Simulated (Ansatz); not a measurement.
LiNbO₃

The calculation's input:

```
crystal:
  lattice:
    - [2.5923872625, 1.4967154839, 4.5628211582]
    - [-2.5923872625, 1.4967154839, 4.5628211582]
    - [0.0, -2.9934309677, 4.5628211582]
  atoms:
    - { symbol: Li, position: [0.25, 0.25, 0.25] }
    - { symbol: Li, position: [0.75, 0.75, 0.75] }
    - { symbol: Nb, position: [0.0, 0.0, 0.0] }
    - { symbol: Nb, position: [0.5, 0.5, 0.5] }
    - { symbol: O, position: [0.1284835446, 0.3715164554, 0.75] }
    - { symbol: O, position: [0.75, 0.1284835446, 0.3715164554] }
    - { symbol: O, position: [0.3715164554, 0.75, 0.1284835446] }
    - { symbol: O, position: [0.8715164554, 0.6284835446, 0.25] }
    - { symbol: O, position: [0.25, 0.8715164554, 0.6284835446] }
    - { symbol: O, position: [0.6284835446, 0.25, 0.8715164554] }
basis:
  ecutwfc: 500
kpoints:
  mp_grid: { grid: [6, 6, 6] }
  band_path: { path: [VBM, CBM], npoints: 2 }
hamiltonian:
  xc: r2scan
scf:
  occupations: { method: gaussian, width: 0.02 }
output:
  forces: true
  stress: true
  eigenvalues: true
  write_density: true
  write_potential: true
  elf: true
  volumetric_format: npy
```

Command:

```sh
ansatz run input.yaml --threads 4 --pin off --max-ram 10240MiB --backend cpu --events-out ev --progress --plain --runs-dir out
```

Below, planes, directions and counts refer to the conventional cell (a = 5.18 Å, b = 5.18 Å, c = 13.69 Å, α = 90.00°, β = 90.00°, γ = 120.00°).

Space group R-3c.

Level of theory: DFT r2SCAN, scalar-relativistic, plane waves, PAW in Ansatz 0.2.0.

> What will maps of the valence pseudo-density and electron localisation function show?

Li–O (1.96 Å): ρ is about 0.36 e/Å³ halfway; the ELF peaks at about 0.85 in the valence shell of O, 0.6 Å from its nucleus, and falls to about 0.05 next to Li: a closed-shell, largely ionic contact.
Nb–O (1.98 Å): ρ is about 0.89 e/Å³ halfway; the ELF peaks at about 0.80 in the valence shell of O, 0.6 Å from its nucleus, and drops to about 0.25 between the two atoms; no shared electron pair shows on this line.

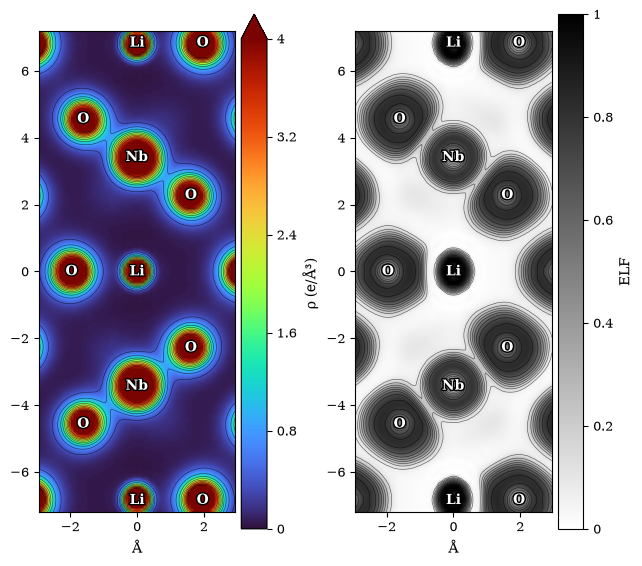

Computed valence pseudo-density and electron localisation function on the (010) plane of the conventional cell, in this order. 
